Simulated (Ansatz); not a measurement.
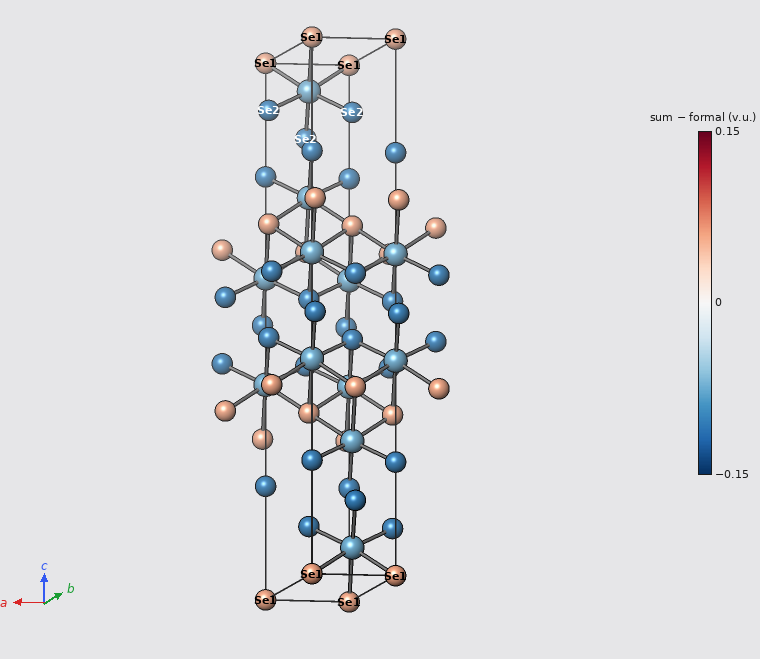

Atoms of Bi₂Se₃ (R-3m, No. 166) coloured by their computed bond-valence sum less the size of their formal valence (view from a free direction).

Bond valence s = exp((R0 − d)/b), R0 fitted to published crystal structures with b = 0.37 Å, summed over all anions within 5 Å; R0 in Å: Bi3+–Se 2.679.

The cell is taken from a calculation's input that goes back to an entry of the Crystallography Open Database (an earlier step may have relaxed or displaced it).

```xyz
15
Lattice="4.1430 0.0000 0.0000 -2.0715 3.5879 0.0000 0.0000 0.0000 28.6360" Properties=species:S:1:pos:R:3 pbc="T T T"
Bi    2.0715    1.1960   21.0226
Bi    2.0715    1.1960   26.7040
Se    0.0000    0.0000    0.0000
Se    0.0000    2.3920   25.1529
Se    0.0000    0.0000   22.5738
Bi    0.0000    2.3920    1.9320
Bi    0.0000    2.3920    7.6134
Se    2.0715    1.1960    9.5453
Se    0.0000    0.0000    6.0622
Se    2.0715    1.1960    3.4831
Bi    0.0000    0.0000   11.4773
Bi    0.0000    0.0000   17.1587
Se    0.0000    2.3920   19.0907
Se    2.0715    1.1960   15.6076
Se    0.0000    2.3920   13.0284
```

Site labels: Bi1 at 0.667, 0.333, 0.734; Se1 at 0.000, 0.000, 0.000; Se2 at 0.333, 0.667, 0.878.

### Give the sums of all sites.

```
site              x, y, z  formal valence  bond-valence sum  difference
 Bi1  0.667, 0.333, 0.734              +3              2.93       -0.07
 Se1  0.000, 0.000, 0.000              −2              2.06        0.06
 Se2  0.333, 0.667, 0.878              −2              1.90       -0.10
```

### Is the structure strained by this measure?

The global instability index (root mean square of the differences over all atoms) is 0.09 v.u.: little strain. The cell was not relaxed for this table, and a volume that is off by a few per cent shifts all sums together.
